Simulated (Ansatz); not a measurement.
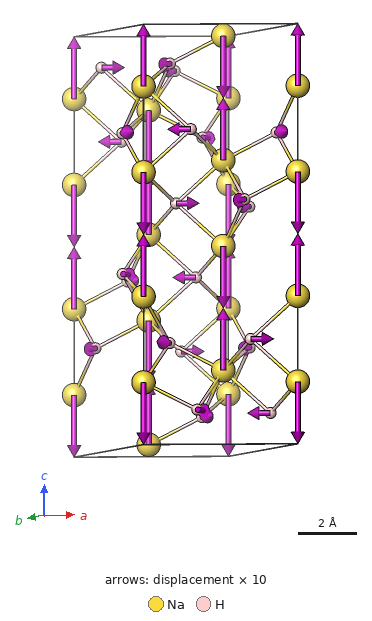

A relaxation of solid Na2H3 (built on the corundum_167 type) (coarse preliminary run). The starting structure is drawn; purple arrows show the displacements (the part carried along by the change of the cell is left out), 10 times their true length.

A ball-and-stick model of the conventional cell (3 times the calculation's cell), seen from a free direction. Lengths and directions refer to the drawn axes.

Case: corundum type (R-3c, No. 167).

Method: DFT PBE, scalar-relativistic, plane waves, PAW (Ansatz 0.2.0).

Input file:
```yaml
crystal:
  lattice:
    - [2.6804539433, 1.5475608057, 4.8788287022]
    - [-2.6804539433, 1.5475608057, 4.8788287022]
    - [0.0, -3.0951216115, 4.8788287022]
  atoms:
    - { symbol: Na, position: [0.85218, 0.85218, 0.85218] }
    - { symbol: Na, position: [0.64782, 0.64782, 0.64782] }
    - { symbol: Na, position: [0.14782, 0.14782, 0.14782] }
    - { symbol: Na, position: [0.35218, 0.35218, 0.35218] }
    - { symbol: H, position: [0.05625, 0.44375, 0.75] }
    - { symbol: H, position: [0.75, 0.05625, 0.44375] }
    - { symbol: H, position: [0.44375, 0.75, 0.05625] }
    - { symbol: H, position: [0.94375, 0.55625, 0.25] }
    - { symbol: H, position: [0.25, 0.94375, 0.55625] }
    - { symbol: H, position: [0.55625, 0.25, 0.94375] }
basis:
  ecutwfc: 420
kpoints:
  mp_grid: { grid: [6, 6, 6] }
hamiltonian:
  xc: pbe
scf:
  occupations: { method: gaussian, width: 0.1 }
  lower_state_search: "off"
output:
  forces: true
  stress: true
  eigenvalues: true
relax:
  adjacent_minimum: "off"
  f_tol: 0.04
  max_steps: 70
  cell: { stress_tol: 0.4 }
```

Run as
```bash
ansatz run input.yaml --threads 1 --pin off --max-ram 2560MiB --backend cpu --events-out ev --progress --plain --runs-dir out
```

Question: Atoms of which element are displaced furthest, and by how much?

Answer: Sodium: up to 0.22 Å, against 0.08 Å for hydrogen.

Question: What happened in the run?

Answer: The largest moves relative to the cell, 0.22 Å, are those of Na1, Na2, Na3 and Na4. Na3 goes along −c. By element the largest moves are Na 0.22 Å, H 0.08 Å. The drawn cell changes as follows: a = b 5.361 → 6.078 Å (+13.4 %), c 14.636 → 13.114 Å (−10.4 %); the volume changes by +15.2 %. Some distances before and after: Na1–Na3 3.144 → 3.631 Å, Na1–H10 2.089 → 2.249 Å, Na1–H5 2.221 → 2.365 Å, Na1–Na2 2.991 → 3.117 Å. Bond angles that change, for instance: H5–Na3–H6 101.2° → 112.6°, H5–Na3–H8 86.4° → 76.2°, Na1–H10–Na3 93.6° → 103.8°. The space group stays R-3c (No. 167). Over 6 accepted moves (7 points after the start) the energy falls by 71.3 meV per atom. The largest force component goes from 0.19 to 0.008 eV/Å. The pressure goes from 6.02 to 0.05 GPa. The SCF was repeated once at an unchanged geometry on a basis and grid sized afresh for the cell, which shifted the energy by 3.9 meV per atom at most.
